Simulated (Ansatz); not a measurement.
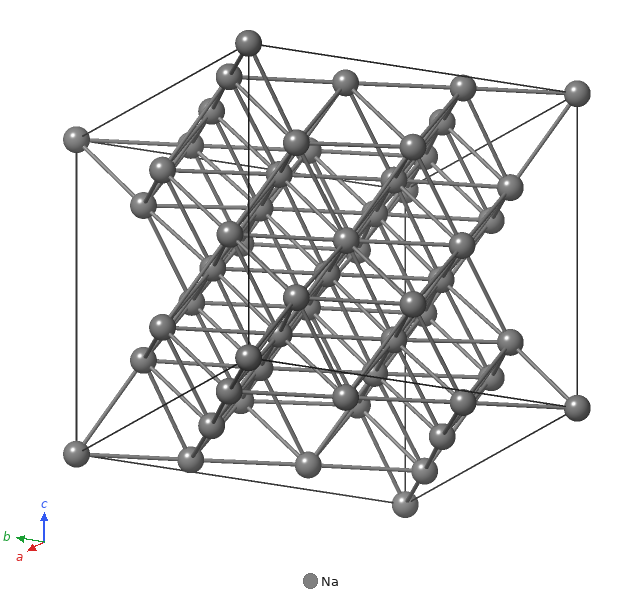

Crystal structure, ball-and-stick style, seen from a general direction. The outline marks the conventional unit cell. Cell: a = 11.785 Å, b = 11.785 Å, c = 10.447 Å, α = 90.00°, β = 90.00°, γ = 90.00°.

- The element is sodium.
- The symmetry is that of I4/m (No. 87), on a body-centred tetragonal lattice.
- The cell holds 38 atoms.
- With all contacts inside bonding distance counted, the coordination numbers are Na 11 to 12 (mean 11.4).
- The bonds build a three-dimensional framework.

The cell started as a structure listed in the Materials Project. The atoms were relaxed in a fixed cell with DFT PBEsol, scalar-relativistic, plane waves, PAW in Ansatz 0.2.0.
